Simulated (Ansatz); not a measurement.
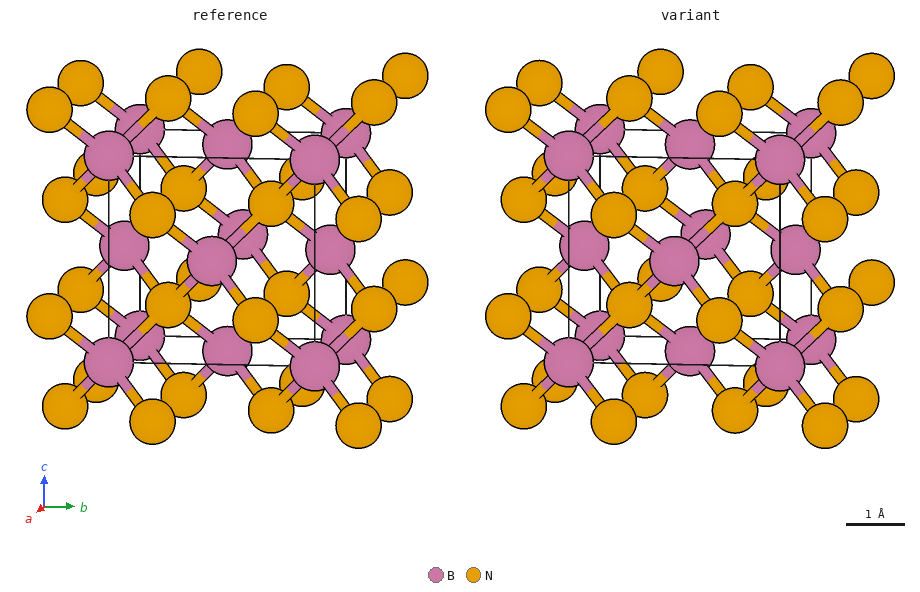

Left: a crystal of BN (built on the zincblende type) at its r2SCAN-relaxed geometry. Right: the same structure after one change, at the same scale. A ball-and-stick model of the conventional cell (4 times the calculation's cell), seen from a free direction. Lengths and directions refer to the drawn axes.

All numbers below come from Ansatz 0.2.0, DFT, r2SCAN, plane waves, PAW. Set-up: plane-wave cutoff 500 eV; k-point mesh 12 × 12 × 12; occupations fixed; no spin polarisation.

### Which change leads from the left to the right?

The cell is strained by +2.5 % along b and none across it (volume +2.5 %). The atoms were relaxed with r2SCAN under that strain, and this is a single point on that geometry.

### What does the change do?

Energy change: +9.2 meV per atom. Pressure: 0.0 GPa before, −9.2 GPa after. The principal stresses (compression positive) are −20.0 GPa along b and −3.8 GPa across it. All forces vanish by symmetry. Among the bonded contacts that change: B–N 1.563 → 1.576 Å. The space group (tolerance 0.01 Å) goes from F-43m (No. 216) to I-4m2 (No. 119).
